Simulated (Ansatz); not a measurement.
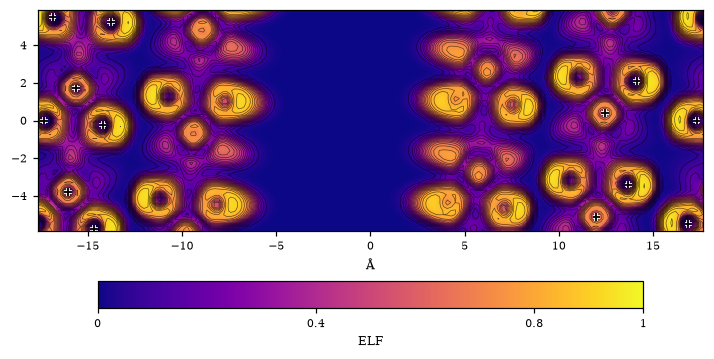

The ELF on a plane through atoms (crosses mark nuclei in the plane).

Computed with DFT r2SCAN, scalar-relativistic, plane waves, PAW (Ansatz 0.2.0).

Candidates:
A. WSe₂, a = 3.32 Å, b = 16.66 Å, c = 3.32 Å, α = 90.00°, β = 120.00°, γ = 90.00°. Space group Pm; a structure from a database of computed crystals, not necessarily the ambient phase; changed on purpose from its base cell (all Se atoms moved -0.100 Å, as atom 2 along Cartesian [1 1 0]); not relaxed (largest force 1.8 eV/Å).
B. Sn, a = 5.86 Å, b = 5.86 Å, c = 3.21 Å, α = 90.00°, β = 90.00°, γ = 90.00°. Space group I4₁/amd; a structure from a database of computed crystals, not necessarily the ambient phase.
C. MoS₂, a = 3.18 Å, b = 3.18 Å, c = 34.48 Å, α = 90.00°, β = 90.00°, γ = 120.00°. Space group P-3m1; a structure from a database of computed crystals, not necessarily the ambient phase; computed without spin polarisation.

**Which system is this?**

Candidate C: MoS₂ on the (111) plane of the conventional cell, which holds Mo and S. Mo–S (2.41 Å): the ELF peaks at about 0.85 in the valence shell of S, 0.8 Å from its nucleus, and is about 0.45 at the midpoint.
